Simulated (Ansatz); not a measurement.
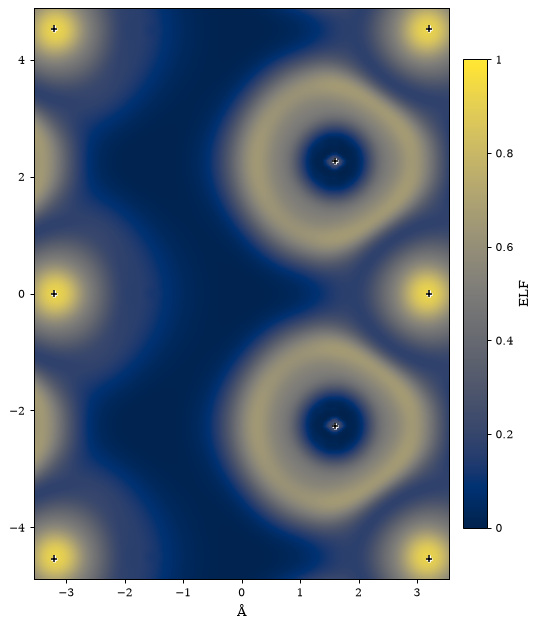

The ELF on a plane through atoms (crosses mark nuclei in the plane).

Method: DFT LDA, scalar-relativistic, plane waves, PAW (Ansatz).

Candidates:
A. CdTe, a = 6.41 Å, b = 6.41 Å, c = 6.41 Å, α = 90.00°, β = 90.00°, γ = 90.00°. Space group F-43m.
B. AlAs, a = 5.63 Å, b = 5.63 Å, c = 5.63 Å, α = 90.00°, β = 90.00°, γ = 90.00°. Space group F-43m.
C. BeTe, a = 5.55 Å, b = 5.55 Å, c = 5.55 Å, α = 90.00°, β = 90.00°, γ = 90.00°. Space group F-43m.

Which system is this?

Candidate A: CdTe on the (101) plane of the conventional cell, which holds Cd and Te. Cd–Te (2.78 Å): the ELF is about 0.50 at the midpoint and 0.20 at its lowest between the atoms.
